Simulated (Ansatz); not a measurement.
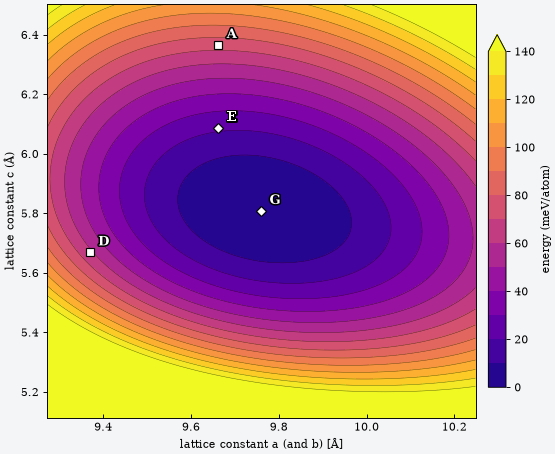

Ge (R-3, No. 148; 8 atoms in the cell). The energy is mapped over the lattice constants a and c of the conventional cell. The first coordinate is: lattice constant a (and b); the second: lattice constant c. Nothing is relaxed (fractional coordinates fixed). Grid: 11 × 11 points. Energies are in meV/atom, from the lowest grid point. All numbers below come from DFT LDA, scalar-relativistic, plane waves, PAW in Ansatz. Settings: cutoff 420 eV, k-mesh 9×9×9, gaussian smearing 0.15 eV, no spin polarisation.

Drawn: filled contours, one colour for all values above the top of the scale, lettered points. Between grid points the surface is interpolated.

**Is G the lowest point of the computed grid?**

Yes. G, at lattice constant a (and b) = 9.760 Å, lattice constant c = 5.808 Å, has the lowest energy of the grid.

**Rank the lettered points by energy, lowest first.**

G (0 meV/atom), E (22 meV/atom), D (62 meV/atom), A (74 meV/atom).

**What kind of point is each of A, D, E, G: minimum, saddle, maximum or slope?**

A: on a slope; D: on a slope; E: on a slope; G: minimum. (In these two coordinates alone; a stationary point may lie a little off the grid point.)

PAW datasets: the set soft_1.
